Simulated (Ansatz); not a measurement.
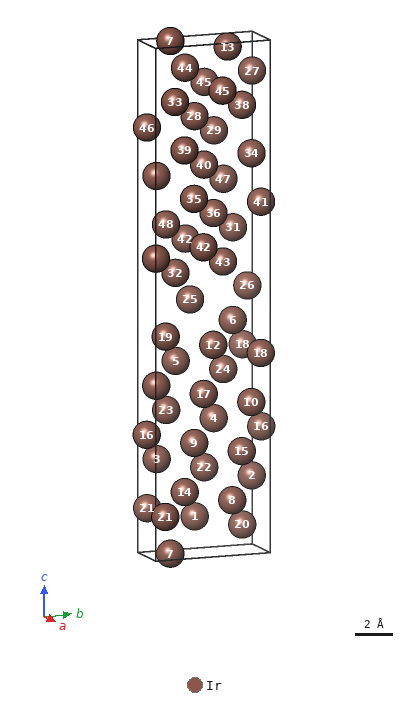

Fig. 1: The structure as given in the input (spheres-only view of the cell of the calculation, seen slightly off an axis; atoms are numbered from 1 in the order of the input). An atom can appear more than once, as a periodic image.

Geometry relaxation of Ir

System: Ir (interface cell, 48 atoms in the cell).
Method: DFT PBE, scalar-relativistic, plane waves, PAW (Ansatz 0.2.0).

The structure derives from an entry of the Crystallography Open Database. It belongs to a series of runs on one base structure; here: symmetric tilt boundary Sigma 13 (3 2 0), mirror between planes, shift [0, 0.5].

Input file
```yaml
crystal:
  lattice:
    - [3.8706609775, 0.0, 0.0]
    - [-1.9353304887, 6.9779333122, 0.0]
    - [0.0, 0.0, 28.2117332486]
  atoms:
    - { symbol: Ir, position: [0.2307692308, 0.4615384615, 0.0667061085] }
    - { symbol: Ir, position: [0.4615384615, 0.9230769231, 0.1428111951] }
    - { symbol: Ir, position: [0.0769230769, 0.1538461538, 0.1808637384] }
    - { symbol: Ir, position: [0.3076923077, 0.6153846154, 0.2569688251] }
    - { symbol: Ir, position: [0.1538461538, 0.3076923077, 0.3711264551] }
    - { symbol: Ir, position: [0.3846153846, 0.7692307692, 0.4472315418] }
    - { symbol: Ir, position: [0.7115384615, 0.1730769231, 0.0068546675] }
    - { symbol: Ir, position: [0.8461538462, 0.6923076923, 0.1047586518] }
    - { symbol: Ir, position: [0.6923076923, 0.3846153846, 0.2189162818] }
    - { symbol: Ir, position: [0.9230769231, 0.8461538462, 0.2950213684] }
    - { symbol: Ir, position: [0.5384615385, 0.0769230769, 0.3330739118] }
    - { symbol: Ir, position: [0.7692307692, 0.5384615385, 0.4091789984] }
    - { symbol: Ir, position: [0.7115384615, 0.6730769231, 0.9878283958] }
    - { symbol: Ir, position: [0.6538461538, 0.3076923077, 0.1237849235] }
    - { symbol: Ir, position: [0.8846153846, 0.7692307692, 0.1998900101] }
    - { symbol: Ir, position: [0.5, 0.0, 0.2379425534] }
    - { symbol: Ir, position: [0.7307692308, 0.4615384615, 0.3140476401] }
    - { symbol: Ir, position: [0.9615384615, 0.9230769231, 0.3901527268] }
    - { symbol: Ir, position: [0.5769230769, 0.1538461538, 0.4282052701] }
    - { symbol: Ir, position: [0.4230769231, 0.8461538462, 0.0476798368] }
    - { symbol: Ir, position: [0.0384615385, 0.0769230769, 0.0857323801] }
    - { symbol: Ir, position: [0.2692307692, 0.5384615385, 0.1618374668] }
    - { symbol: Ir, position: [0.1153846154, 0.2307692308, 0.2759950968] }
    - { symbol: Ir, position: [0.3461538462, 0.6923076923, 0.3521001834] }
    - { symbol: Ir, position: [0.0961538462, 0.4423076923, 0.4878283958] }
    - { symbol: Ir, position: [0.0961538462, 0.9423076923, 0.5068546675] }
    - { symbol: Ir, position: [0.2307692308, 0.9615384615, 0.9279769548] }
    - { symbol: Ir, position: [0.4615384615, 0.4230769231, 0.8518718682] }
    - { symbol: Ir, position: [0.0769230769, 0.6538461538, 0.8138193248] }
    - { symbol: Ir, position: [0.3076923077, 0.1153846154, 0.7377142382] }
    - { symbol: Ir, position: [0.1538461538, 0.8076923077, 0.6235566082] }
    - { symbol: Ir, position: [0.3846153846, 0.2692307692, 0.5474515215] }
    - { symbol: Ir, position: [0.8461538462, 0.1923076923, 0.8899244115] }
    - { symbol: Ir, position: [0.6923076923, 0.8846153846, 0.7757667815] }
    - { symbol: Ir, position: [0.9230769231, 0.3461538462, 0.6996616949] }
    - { symbol: Ir, position: [0.5384615385, 0.5769230769, 0.6616091515] }
    - { symbol: Ir, position: [0.7692307692, 0.0384615385, 0.5855040649] }
    - { symbol: Ir, position: [0.6538461538, 0.8076923077, 0.8708981398] }
    - { symbol: Ir, position: [0.8846153846, 0.2692307692, 0.7947930532] }
    - { symbol: Ir, position: [0.5, 0.5, 0.7567405099] }
    - { symbol: Ir, position: [0.7307692308, 0.9615384615, 0.6806354232] }
    - { symbol: Ir, position: [0.9615384615, 0.4230769231, 0.6045303365] }
    - { symbol: Ir, position: [0.5769230769, 0.6538461538, 0.5664777932] }
    - { symbol: Ir, position: [0.4230769231, 0.3461538462, 0.9470032265] }
    - { symbol: Ir, position: [0.0384615385, 0.5769230769, 0.9089506832] }
    - { symbol: Ir, position: [0.2692307692, 0.0384615385, 0.8328455965] }
    - { symbol: Ir, position: [0.1153846154, 0.7307692308, 0.7186879665] }
    - { symbol: Ir, position: [0.3461538462, 0.1923076923, 0.6425828799] }
basis:
  ecutwfc: 420
kpoints:
  mp_grid: { grid: [10, 10, 2] }
hamiltonian:
  xc: pbe
scf:
  occupations: { method: gaussian, width: 0.1 }
output:
  forces: true
  stress: true
  eigenvalues: true
relax:
  adjacent_minimum: "off"
  f_tol: 0.02
  max_steps: 60
  cell: { fix: [a, b, alpha, beta, gamma], stress_tol: 0.1 }
```

Command:
```bash
ansatz run input.yaml --threads 4 --pin off --max-ram 11264MiB --backend cpu --events-out ev --progress --plain --runs-dir out
```

What the program printed
```
Error: checkpoint.write: ck already holds an earlier run's record — point checkpoint.write elsewhere, resume that run or, if it is complete, take its recorded result, or move the directory away; unasked, a fresh run replaces only a completed run, and never one that it reads
`ansatz run` on that run's directory resumes the run, reports it if it is complete, or says why it cannot. `--resume` on an input does so where the record shows the same inputs, and else moves that run aside where it may
```

What the run reported

- outcome: refused by the program
- hardware: 4 threads of AMD EPYC (Zen 5), 32 GiB of memory available, shared host

The program refused the input: “checkpoint.write: ck already holds an earlier run's record — point checkpoint.write elsewhere, resume that run or, if it is complete, take its recorded result, or move the directory away; unasked, a fresh run replaces only a completed run, and never one that it reads `ansatz run` on that run's directory resumes the run, reports it if it is complete, or says why it cannot …”
